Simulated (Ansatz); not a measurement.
## Geometry relaxation, with input and output: MgZn3O4 (part 1 of 2)

System: MgZn3O4 (P1, 8 atoms in the cell).
Method: DFT, PBEsol, plane waves, PAW, no spin polarisation (Ansatz 0.2.0).

The structure was built on a prototype by a generator; it need not be a known phase.

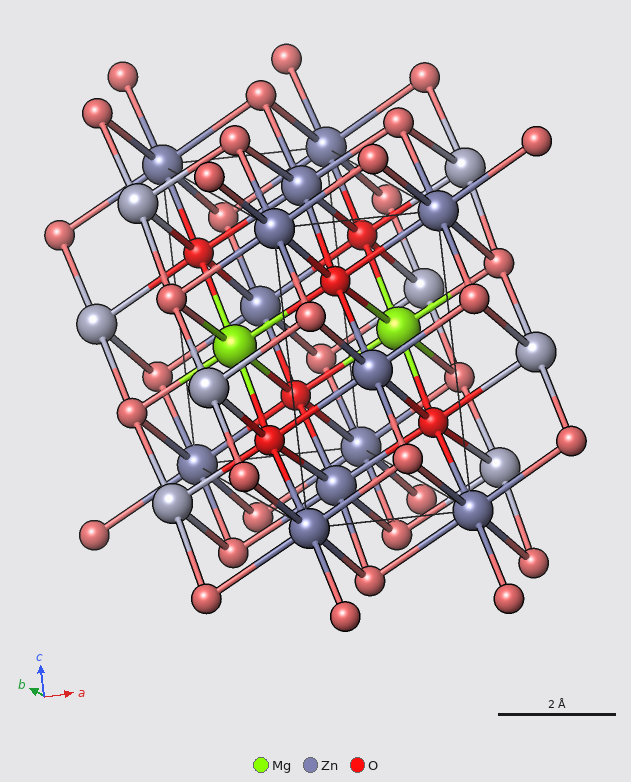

**Figure 1.** The input geometry (ball-and-stick view of the cell of the calculation, set on other vectors, seen slightly off an axis; neighbours outside the cell are drawn fainter). Near neighbours in the crystal (not all of them lie inside the picture): Mg has 6 O at 2.06 to 2.16 Å; Zn has 6 O at 2.06 to 2.24 Å; O has 1 Mg at 2.11 to 2.14 Å and 5 Zn at 2.06 to 2.22 Å; O has 2 Mg at 2.06 to 2.16 Å and 4 Zn at 2.09 to 2.24 Å.

## The input
```yaml
crystal:
  lattice:
    - [3.0665410605, -4.2130740256, 0.043020893]
    - [3.0477800976, 4.1998065608, -0.0099681985]
    - [0.0165755106, -0.018792274, 3.0425879384]
  atoms:
    - { symbol: Mg, position: [0.4987186649, 0.4944208858, 0.003946894] }
    - { symbol: Zn, position: [0.0065708344, 0.5043462382, 0.5122954742] }
    - { symbol: Zn, position: [0.4991070623, 0.0032021245, 0.4964346447] }
    - { symbol: Zn, position: [-0.0018914091, -0.0039661939, 0.0095277074] }
    - { symbol: O, position: [0.2392834767, 0.7432220052, -0.0089187053] }
    - { symbol: O, position: [0.7417482824, 0.7500728379, 0.4940990769] }
    - { symbol: O, position: [0.2570660677, 0.258201733, 0.4863991088] }
    - { symbol: O, position: [0.7597752147, 0.255366444, 0.0009345566] }
kpoints:
  mp_grid: { grid: [4, 4, 6] }
hamiltonian:
  xc: pbesol
scf:
  occupations: { method: fermi_dirac, width: 0.05 }
relax:
  f_tol: 0.01
  cell: {}
  max_steps: 120
```

Machine: 4 threads of Intel Xeon (Sapphire Rapids), 32 GiB of memory available, shared host.

Command:
```bash
ansatz run input.yaml --threads 4 --pin off --max-ram 4608MiB --backend cpu --events-out ev --progress --plain --runs-dir out
```

## Log
```
Engine: ansatz 0.2.0, x86_64-unknown-linux-gnu
Pseudopotentials: kind: paw
Pseudopotential: Mg, paw, valence charge 10, recommended cutoff 420 eV (normal), Mg.paw.azcp
Pseudopotential: Zn, paw, valence charge 12, recommended cutoff 420 eV (normal), Zn.paw.azcp
Pseudopotential: O, paw, valence charge 6, recommended cutoff 420 eV (normal), O.paw.azcp
Functional definition: PBEsol
  exchange = pbesol_x
  correlation = pbesol_c
Crystal: 8 atoms, lattice volume = 78.248 Å³
Basis set: ecut = 420 eV, 1525 PW (Γ), exchange–correlation on 72×72×48 points (8 copies of the dense FFT grid, shifted against one another)
Bands: 43, of which v1, the nominal top of the filled ones, is band 35 counted from 1 (34 counted from 0)
Symmetry: 1 space group operations
Space group: P1 (ITA 1), of the structure as read, at distance tolerance 4.3e-5 Å
k-points: 52 of 96 (time reversal used)
Non-local potential: Mg, projectors of the file, l = 0: 3, l = 1: 2, l = 2: 1
Non-local potential: Zn, projectors of the file, l = 0: 2, l = 1: 2, l = 2: 3, l = 3: 1
Non-local potential: O, projectors of the file, l = 0: 2, l = 1: 2, l = 2: 1
PAW form: soft (Blöchl's): semilocal exchange-correlation on the pseudo side does not see the compensation charge
PAW frozen core: Mg, regenerated for the run's functional, and the local potential with it (the file was generated under x = pbe(κ = 0.804, μ = 0.2195149727645171), c = pbe(β = 0.06672455060314922))
PAW frozen core: Zn, regenerated for the run's functional, and the local potential with it (the file was generated under x = pbe(κ = 0.804, μ = 0.2195149727645171), c = pbe(β = 0.06672455060314922))
PAW frozen core: O, regenerated for the run's functional, and the local potential with it (the file was generated under x = pbe(κ = 0.804, μ = 0.2195149727645171), c = pbe(β = 0.06672455060314922))
PAW one-centre angular grid: Mg, 110 points (default); XC on 64 Gauss nodes
PAW one-centre angular grid: Zn, 590 points (default); XC on 64 Gauss nodes
PAW one-centre angular grid: O, 110 points (default); XC on 64 Gauss nodes
Initial density: superposition of atomic densities (neutral atoms: chi_scale 0, normalization atom), corrected by the library's trained network
Initial wavefunctions: pseudopotential atomic-orbital guess
Functional: x = pbesol(κ = 0.804, μ = 0.12345679012345678), c = pbesol(β = 0.046)
SCF iter   1: F=—  HF=-14001.586691 eV  |F-HF|=—  |Δ(HF+E_count)|=         —  Δρ=1.64e-2  dr2=1.69e-1  ethr=1.77e-3  ⟨swp⟩=6.3  Hψ=9635  notcnv=0  defer=10
preconditioner: auto → Resta (q_TF=auto, 2.678 Å⁻¹)  ε∞=6.9  [insulator: Δε(μ)=1.053 eV  Ē_g=13.644 eV  σ=0.050 eV  W_gap=1.00  n_scr=30 (ndim 8)  ℏωp=33.1 eV  f_vac=0.000  D(μ)=0.00/eV (n_scr^D=0)  ε∞_Penn≈6.9]
SCF iter   2: F=—  HF=-14001.545888 eV  |F-HF|=—  |Δ(HF+E_count)|=   4.08e-2  Δρ=6.11e-3  dr2=2.95e-2  ethr=2.41e-4  ⟨swp⟩=2.8  Hψ=4184  notcnv=0  defer=183
SCF iter   3: F=—  HF=-14001.538836 eV  |F-HF|=—  |Δ(HF+E_count)|=   7.05e-3  Δρ=1.96e-3  dr2=1.42e-3  ethr=4.22e-5  ⟨swp⟩=2.3  Hψ=3734  notcnv=0  defer=183
SCF iter   4: F=—  HF=-14001.538223 eV  |F-HF|=—  |Δ(HF+E_count)|=   6.13e-4  Δρ=7.64e-4  dr2=3.00e-4  ethr=2.03e-6  ⟨swp⟩=2.0  Hψ=3788  notcnv=0  defer=183
SCF iter   5: F=—  HF=-14001.538162 eV  |F-HF|=—  |Δ(HF+E_count)|=   6.13e-5  Δρ=1.62e-4  dr2=1.82e-5  ethr=4.28e-7  ⟨swp⟩=2.8  Hψ=3587  notcnv=0  defer=183
SCF iter   6: F=—  HF=-14001.538180 eV  |F-HF|=—  |Δ(HF+E_count)|=   1.82e-5  Δρ=3.43e-5  dr2=7.40e-7  ethr=2.60e-8  ⟨swp⟩=2.0  Hψ=3685  notcnv=0  defer=183
SCF iter   7: F=—  HF=-14001.538181 eV  |F-HF|=—  |Δ(HF+E_count)|=   2.46e-7  Δρ=1.19e-5  dr2=1.04e-7  ethr=1.43e-10  ⟨swp⟩=5.0  Hψ=8657  notcnv=0
SCF iter   8: F=-14001.538181 eV  HF=-14001.538181 eV  |F-HF|=3.75e-8  |Δ(HF+E_count)|=   2.63e-8  Δρ=6.84e-6  dr2=2.97e-8  ethr=1.43e-10  ⟨swp⟩=4.2  Hψ=7680  notcnv=0
SCF 1 converged in 8 iterations: F = -14001.538181 eV  dr2 = 2.97e-8
  greatest PAW one-centre occupation: 1.000 electrons in one spin orbital (limit 2), on the Mg atom at site 0 (counted from 0), in its partial waves of l = 0
relax step   1: F+E_penalty+E_count = -14001.53818052 eV  Δ(F+E_penalty+E_count) = +0.000e0 eV  max|allowed force component| = 4.949e-1 eV/Å  Δτ_max = 0.0000 Å  P = -2.235 GPa  Ω = 78.248 Å³  (8 SCF iters, dr2 threshold 1.00e-7 eV, accepted)
Crystal: 8 atoms, lattice volume = 77.609 Å³
Basis set: ecut = 420 eV, 1515 PW (Γ), exchange–correlation on 72×72×48 points (8 copies of the dense FFT grid, shifted against one another)
Initial density: handed on by an earlier stage of this run
Initial wavefunctions: those handed on with the density
iter 1 solved again at ethr=6.40e-6 eV; its pass at ethr=3.10e-3 eV (dr2=4.48e-3 eV) is discarded
SCF iter   1: F=—  HF=-14001.581980 eV  |F-HF|=—  |Δ(HF+E_count)|=         —  Δρ=3.41e-3  dr2=4.51e-3  ethr=6.40e-6  ⟨swp⟩=2.2  Hψ=11893  notcnv=0
preconditioner: auto → Resta (q_TF=auto, 2.682 Å⁻¹)  ε∞=6.8  [insulator: Δε(μ)=1.229 eV  Ē_g=13.758 eV  σ=0.050 eV  W_gap=1.00  n_scr=30 (ndim 8)  ℏωp=33.2 eV  f_vac=0.000  D(μ)=0.00/eV (n_scr^D=0)  ε∞_Penn≈6.8]
SCF iter   2: F=—  HF=-14001.580638 eV  |F-HF|=—  |Δ(HF+E_count)|=   1.34e-3  Δρ=1.70e-3  dr2=1.18e-3  ethr=6.40e-6  ⟨swp⟩=2.2  Hψ=3631  notcnv=0
SCF iter   3: F=—  HF=-14001.580327 eV  |F-HF|=—  |Δ(HF+E_count)|=   3.11e-4  Δρ=4.93e-4  dr2=1.22e-4  ethr=1.68e-6  ⟨swp⟩=2.0  Hψ=3640  notcnv=0
SCF iter   4: F=—  HF=-14001.580272 eV  |F-HF|=—  |Δ(HF+E_count)|=   5.56e-5  Δρ=1.61e-4  dr2=2.39e-5  ethr=1.75e-7  ⟨swp⟩=2.0  Hψ=3640  notcnv=0
SCF iter   5: F=—  HF=-14001.580271 eV  |F-HF|=—  |Δ(HF+E_count)|=   1.04e-6  Δρ=3.71e-5  dr2=1.93e-6  ethr=3.41e-8  ⟨swp⟩=2.8  Hψ=3938  notcnv=0
SCF iter   6: F=-14001.580270 eV  HF=-14001.580270 eV  |F-HF|=3.25e-7  |Δ(HF+E_count)|=   3.82e-7  Δρ=1.83e-5  dr2=2.49e-7  ethr=1.14e-9  ⟨swp⟩=4.1  Hψ=7965  notcnv=0
SCF 2 converged in 6 iterations: F = -14001.580270 eV  dr2 = 2.49e-7
relax step   2: F+E_penalty+E_count = -14001.58027015 eV  Δ(F+E_penalty+E_count) = -4.209e-2 eV  max|allowed force component| = 3.013e-1 eV/Å  Δτ_max = 0.0192 Å  P = -0.979 GPa  Ω = 77.609 Å³  energy of the carried Pulay correction = +3.348e-3 eV  (6 SCF iters, dr2 threshold 8.00e-7 eV, accepted)
Crystal: 8 atoms, lattice volume = 76.910 Å³
Basis set: ecut = 420 eV, 1495 PW (Γ), exchange–correlation on 72×72×48 points (8 copies of the dense FFT grid, shifted against one another)
iter 1 solved again at ethr=6.28e-6 eV; its pass at ethr=3.10e-3 eV (dr2=4.39e-3 eV) is discarded
SCF iter   1: F=—  HF=-14001.605897 eV  |F-HF|=—  |Δ(HF+E_count)|=         —  Δρ=3.41e-3  dr2=4.41e-3  ethr=6.28e-6  ⟨swp⟩=2.2  Hψ=9996  notcnv=0
preconditioner: auto → Resta (q_TF=auto, 2.686 Å⁻¹)  ε∞=6.8  [insulator: Δε(μ)=1.276 eV  Ē_g=13.835 eV  σ=0.050 eV  W_gap=1.00  n_scr=30 (ndim 8)  ℏωp=33.3 eV  f_vac=0.000  D(μ)=0.00/eV (n_scr^D=0)  ε∞_Penn≈6.8]
SCF iter   2: F=—  HF=-14001.604498 eV  |F-HF|=—  |Δ(HF+E_count)|=   1.40e-3  Δρ=1.67e-3  dr2=1.17e-3  ethr=6.28e-6  ⟨swp⟩=2.2  Hψ=3662  notcnv=0
SCF iter   3: F=—  HF=-14001.604168 eV  |F-HF|=—  |Δ(HF+E_count)|=   3.31e-4  Δρ=4.78e-4  dr2=1.28e-4  ethr=1.67e-6  ⟨swp⟩=2.0  Hψ=3638  notcnv=0
SCF iter   4: F=—  HF=-14001.604109 eV  |F-HF|=—  |Δ(HF+E_count)|=   5.86e-5  Δρ=1.67e-4  dr2=2.92e-5  ethr=1.82e-7  ⟨swp⟩=2.0  Hψ=3640  notcnv=0
SCF iter   5: F=—  HF=-14001.604104 eV  |F-HF|=—  |Δ(HF+E_count)|=   5.04e-6  Δρ=3.97e-5  dr2=2.77e-6  ethr=4.17e-8  ⟨swp⟩=2.1  Hψ=3822  notcnv=0
SCF iter   6: F=-14001.604103 eV  HF=-14001.604103 eV  |F-HF|=4.36e-7  |Δ(HF+E_count)|=   7.37e-7  Δρ=1.99e-5  dr2=3.48e-7  ethr=1.14e-9  ⟨swp⟩=4.8  Hψ=8368  notcnv=0
SCF 3 converged in 6 iterations: F = -14001.604103 eV  dr2 = 3.48e-7
relax step   3: F+E_penalty+E_count = -14001.60410292 eV  Δ(F+E_penalty+E_count) = -2.383e-2 eV  max|allowed force component| = 1.186e-1 eV/Å  Δτ_max = 0.0225 Å  P = +0.422 GPa  Ω = 76.910 Å³  energy of the carried Pulay correction = +7.040e-3 eV  (6 SCF iters, dr2 threshold 8.00e-7 eV, accepted)
Crystal: 8 atoms, lattice volume = 76.978 Å³
Basis set: ecut = 420 eV, 1471 PW (Γ), exchange–correlation on 72×72×48 points (8 copies of the dense FFT grid, shifted against one another)
iter 1 solved again at ethr=1.90e-5 eV; its pass at ethr=3.10e-3 eV (dr2=1.33e-2 eV) is discarded
SCF iter   1: F=—  HF=-14001.623821 eV  |F-HF|=—  |Δ(HF+E_count)|=         —  Δρ=6.49e-3  dr2=1.33e-2  ethr=1.90e-5  ⟨swp⟩=2.1  Hψ=11608  notcnv=0
preconditioner: auto → Resta (q_TF=auto, 2.685 Å⁻¹)  ε∞=6.8  [insulator: Δε(μ)=1.293 eV  Ē_g=13.822 eV  σ=0.050 eV  W_gap=1.00  n_scr=30 (ndim 8)  ℏωp=33.3 eV  f_vac=0.000  D(μ)=0.00/eV (n_scr^D=0)  ε∞_Penn≈6.8]
SCF iter   2: F=—  HF=-14001.619218 eV  |F-HF|=—  |Δ(HF+E_count)|=   4.60e-3  Δρ=3.18e-3  dr2=3.45e-3  ethr=1.90e-5  ⟨swp⟩=2.5  Hψ=3519  notcnv=0
SCF iter   3: F=—  HF=-14001.618130 eV  |F-HF|=—  |Δ(HF+E_count)|=   1.09e-3  Δρ=3.83e-4  dr2=9.85e-5  ethr=4.92e-6  ⟨swp⟩=2.0  Hψ=3884  notcnv=0
SCF iter   4: F=—  HF=-14001.618141 eV  |F-HF|=—  |Δ(HF+E_count)|=   1.05e-5  Δρ=3.13e-4  dr2=4.65e-5  ethr=1.41e-7  ⟨swp⟩=2.0  Hψ=3640  notcnv=0
SCF iter   5: F=—  HF=-14001.618109 eV  |F-HF|=—  |Δ(HF+E_count)|=   3.19e-5  Δρ=5.25e-5  dr2=2.91e-6  ethr=6.65e-8  ⟨swp⟩=2.0  Hψ=3640  notcnv=0
SCF iter   6: F=-14001.618108 eV  HF=-14001.618109 eV  |F-HF|=2.18e-7  |Δ(HF+E_count)|=   1.74e-7  Δρ=1.52e-5  dr2=3.00e-7  ethr=1.14e-9  ⟨swp⟩=5.0  Hψ=9056  notcnv=0
SCF 4 converged in 6 iterations: F = -14001.618108 eV  dr2 = 3.00e-7
relax step   4: F+E_penalty+E_count = -14001.61810835 eV  Δ(F+E_penalty+E_count) = -1.401e-2 eV  max|allowed force component| = 7.853e-3 eV/Å  Δτ_max = 0.0379 Å  P = -0.008 GPa  Ω = 76.978 Å³  energy of the carried Pulay correction = +6.677e-3 eV  (6 SCF iters, dr2 threshold 8.00e-7 eV, accepted)
Initial wavefunctions: pseudopotential atomic-orbital guess (no wavefunctions were taken with the density)
iter 1 solved again at ethr=3.47e-8 eV; its pass at ethr=3.10e-3 eV (dr2=2.43e-5 eV) is discarded
SCF iter   1: F=—  HF=-14001.612981 eV  |F-HF|=—  |Δ(HF+E_count)|=         —  Δρ=2.38e-4  dr2=4.89e-6  ethr=3.47e-8  ⟨swp⟩=3.1  Hψ=16213  notcnv=0
preconditioner: auto → Resta (q_TF=auto, 2.685 Å⁻¹)  ε∞=6.8  [insulator: Δε(μ)=1.295 eV  Ē_g=13.819 eV  σ=0.050 eV  W_gap=1.00  n_scr=30 (ndim 8)  ℏωp=33.3 eV  f_vac=0.000  D(μ)=0.00/eV (n_scr^D=0)  ε∞_Penn≈6.8]
SCF iter   2: F=—  HF=-14001.612991 eV  |F-HF|=—  |Δ(HF+E_count)|=   9.49e-6  Δρ=1.31e-4  dr2=2.19e-6  ethr=6.98e-9  ⟨swp⟩=2.0  Hψ=3627  notcnv=0
SCF iter   3: F=—  HF=-14001.612998 eV  |F-HF|=—  |Δ(HF+E_count)|=   7.27e-6  Δρ=3.10e-5  dr2=1.46e-7  ethr=3.13e-9  ⟨swp⟩=2.0  Hψ=3640  notcnv=0
SCF iter   4: F=—  HF=-14001.612998 eV  |F-HF|=—  |Δ(HF+E_count)|=   1.34e-7  Δρ=5.81e-6  dr2=3.26e-8  ethr=2.09e-10  ⟨swp⟩=2.0  Hψ=3688  notcnv=0
SCF iter   5: F=—  HF=-14001.612998 eV  |F-HF|=—  |Δ(HF+E_count)|=   1.33e-9  Δρ=2.02e-6  dr2=6.06e-9  ethr=4.66e-11  ⟨swp⟩=2.0  Hψ=3464  notcnv=0
SCF iter   6: F=—  HF=-14001.612998 eV  |F-HF|=—  |Δ(HF+E_count)|=  3.78e-10  Δρ=7.78e-7  dr2=6.51e-10  ethr=8.65e-12  ⟨swp⟩=2.0  Hψ=3885  notcnv=0
SCF iter   7: F=—  HF=-14001.612998 eV  |F-HF|=—  |Δ(HF+E_count)|=  9.82e-11  Δρ=5.74e-7  dr2=1.94e-10  ethr=1.00e-12  ⟨swp⟩=2.0  Hψ=4056  notcnv=0
SCF iter   8: F=-14001.612998 eV  HF=-14001.612998 eV  |F-HF|=1.82e-11  |Δ(HF+E_count)|=  8.91e-11  Δρ=2.47e-7  dr2=3.75e-11  ethr=1.00e-12  ⟨swp⟩=4.8  Hψ=8156  notcnv=0
SCF 5 converged in 8 iterations: F = -14001.612998 eV  dr2 = 3.75e-11
relax step   5: F+E_penalty+E_count = -14001.61299805 eV  Δ(F+E_penalty+E_count) = +5.110e-3 eV  max|allowed force component| = 8.543e-3 eV/Å  Δτ_max = 0.0000 Å  P = -0.105 GPa  Ω = 76.978 Å³  stress off target by 2.22e-1 GPa  SCF on the basis re-selected at this cell (its energy is not comparable with the rows above)  (8 SCF iters)
basis re-selected at this cell: Δ(F+E_penalty+E_count) = +5.110e-3 eV, ΔP = -0.097 GPa vs the last step (what re-selecting the basis moved, of the pressure what is left beyond the Pulay correction that the steps carried, after the strain that the cell walked since its last selection, with what the two solves' SCF thresholds leave and, on support functions, any second-order correction that the steps lacked; it is no measure of the basis error at this ecutwfc). This SCF's stress stands 2.22e-1 GPa from its target on what of the cell is left free (relax.cell.stress_tol is 5.00e-2 GPa) and its largest allowed force component is 8.54e-3 eV/Å (relax.f_tol is 1.00e-2 eV/Å): not within both, so this SCF does not close the relaxation
Crystal: 8 atoms, lattice volume = 76.934 Å³
Basis set: ecut = 420 eV, 1463 PW (Γ), exchange–correlation on 72×72×48 points (8 copies of the dense FFT grid, shifted against one another)
iter 1 solved again at ethr=3.44e-8 eV; its pass at ethr=3.10e-3 eV (dr2=2.41e-5 eV) is discarded
SCF iter   1: F=—  HF=-14001.613347 eV  |F-HF|=—  |Δ(HF+E_count)|=         —  Δρ=2.38e-4  dr2=2.41e-5  ethr=3.44e-8  ⟨swp⟩=2.2  Hψ=9559  notcnv=0
preconditioner: auto → Resta (q_TF=auto, 2.686 Å⁻¹)  ε∞=6.8  [insulator: Δε(μ)=1.304 eV  Ē_g=13.824 eV  σ=0.050 eV  W_gap=1.00  n_scr=30 (ndim 8)  ℏωp=33.3 eV  f_vac=0.000  D(μ)=0.00/eV (n_scr^D=0)  ε∞_Penn≈6.8]
SCF iter   2: F=—  HF=-14001.613328 eV  |F-HF|=—  |Δ(HF+E_count)|=   1.86e-5  Δρ=1.18e-4  dr2=6.84e-6  ethr=3.44e-8  ⟨swp⟩=2.2  Hψ=3681  notcnv=0
SCF iter   3: F=—  HF=-14001.613326 eV  |F-HF|=—  |Δ(HF+E_count)|=   1.64e-6  Δρ=3.51e-5  dr2=7.83e-7  ethr=9.77e-9  ⟨swp⟩=2.0  Hψ=3558  notcnv=0
SCF iter   4: F=—  HF=-14001.613326 eV  |F-HF|=—  |Δ(HF+E_count)|=   3.68e-7  Δρ=1.50e-5  dr2=2.03e-7  ethr=1.12e-9  ⟨swp⟩=2.0  Hψ=3640  notcnv=0
iter 5 did not close the SCF: its close was put off for the readings that it lacked (scf_convergence_deferred on its scf_iter line)
SCF iter   5: F=-14001.613326 eV  HF=-14001.613326 eV  |F-HF|=1.05e-8  |Δ(HF+E_count)|=   5.72e-8  Δρ=3.71e-6  dr2=1.78e-8  ethr=2.91e-10  ⟨swp⟩=2.9  Hψ=4125  notcnv=0
SCF iter   6: F=-14001.613326 eV  HF=-14001.613326 eV  |F-HF|=1.42e-9  |Δ(HF+E_count)|=   5.54e-9  Δρ=1.01e-6  dr2=1.85e-9  ethr=2.55e-11  ⟨swp⟩=2.0  Hψ=6901  notcnv=0
SCF 6 converged in 6 iterations: F = -14001.613326 eV  dr2 = 1.85e-9
```
